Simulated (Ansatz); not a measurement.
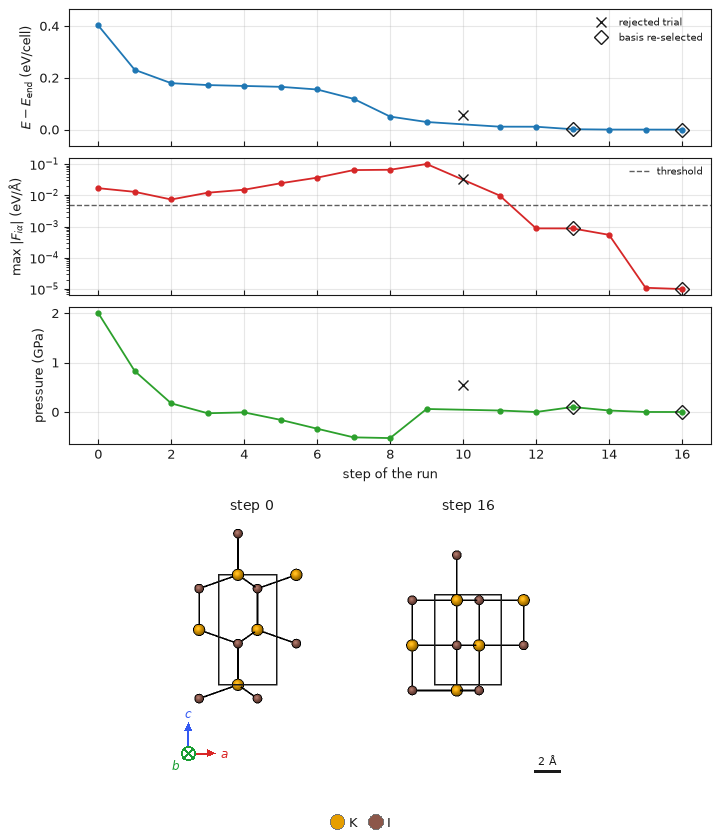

First and last geometry of a relaxation of a crystal of KI (built on the wurtzite type), with the history of the run. The picture is a ball-and-stick view of the cell of the calculation, seen along the b axis.

The calculation used DFT, PBE, plane waves, PAW in Ansatz. Set-up: plane-wave cutoff 420 eV; k-point mesh 6 × 6 × 4; occupations fermi dirac; smearing width 0.02 eV; no spin polarisation; cell and atoms relaxed; force threshold 0.005 eV/Å.

Read the history and describe the run.

Answer. It converged. Over 13 accepted moves (16 points after the start) the energy falls by 0.402 eV per cell of the calculation. Largest force component: 0.017 eV/Å at the start, under 0.0001 eV/Å at the end. The pressure goes from 2.00 to 0.00 GPa. The line search rejected the trial step at point 10 of the run. The SCF was repeated twice at an unchanged geometry on a basis and grid sized afresh for the cell, which shifted the energy by 9.7 meV per cell of the calculation at most. The largest moves relative to the cell, 0.44 Å, are those of K and I atoms. By element the largest moves are I 0.44 Å, K 0.44 Å. The drawn cell changes as follows: a = b 5.314 → 6.091 Å (+14.6 %), c 8.678 → 7.118 Å (−18.0 %); the volume changes by +7.7 %. Among the contacts that change: I–K 5.424 → 3.559 Å, I–K 3.254 → 3.559 Å, I–K 3.254 → 3.517 Å. New bonds form, among them: I–K (5.42 → 3.56 Å). Among the angles between lasting bonds that change: K–I–K 109.5° → 90.0°, I–K–I 109.5° → 90.0°, K–I–K 109.5° → 120.0°. The space group (tolerance 0.01 Å) goes from P6_3mc (No. 186) to P6_3/mmc (No. 194).
